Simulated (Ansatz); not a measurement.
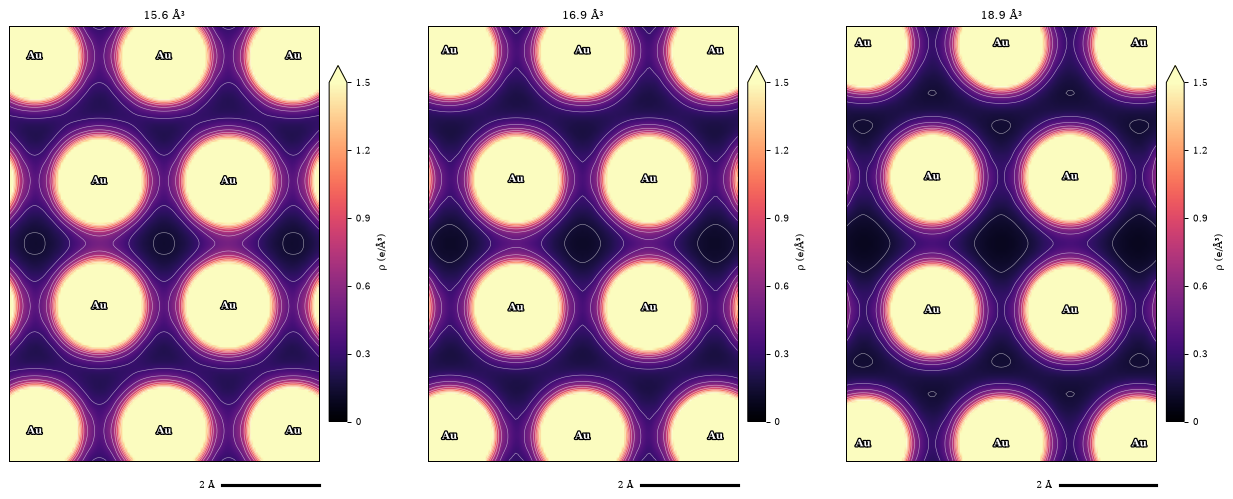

Au. The valence charge density (pseudo) of cells scaled evenly to different volumes (given per atom above each panel), on the (110) plane of each (indices in the axes of the cell below), at one length scale and on one colour scale.

A generated structure, not necessarily the stable one; computed without spin polarisation.

The calculation used DFT, LDA (PW92), plane waves (420 eV) with PAW, scalar-relativistic in Ansatz.

In a PAW calculation such maps are meaningful between the atoms, not at the nuclei.

The largest cell:

```
Au
1.0
     4.78928    0.00000    0.00000
    -2.39464    4.14764    0.00000
     0.00000    0.00000    2.86068
Au
3
Direct
  0.00000 0.00000 0.00000
  0.33333 0.66667 0.50000
  0.66667 0.33333 0.50000
```

| volume (Å³/atom) | Au–Au contact in the plane (Å) | ρ at its midpoint (e/Å³) | 
| --- | --- | --- |
| 15.56 | 2.590 | 0.513 | 
| 16.91 | 2.663 | 0.427 | 
| 17.59 | 2.698 | ? | 
| 18.94 | 2.765 | 0.345 | 

Q: What values belong in the row with question marks?

A: Over the known rows ln ρ falls by 2.26 per Å of Au–Au distance (a least-squares line), which gives 0.399 e/Å³ at 2.698 Å; the calculation gives 0.398 e/Å³.
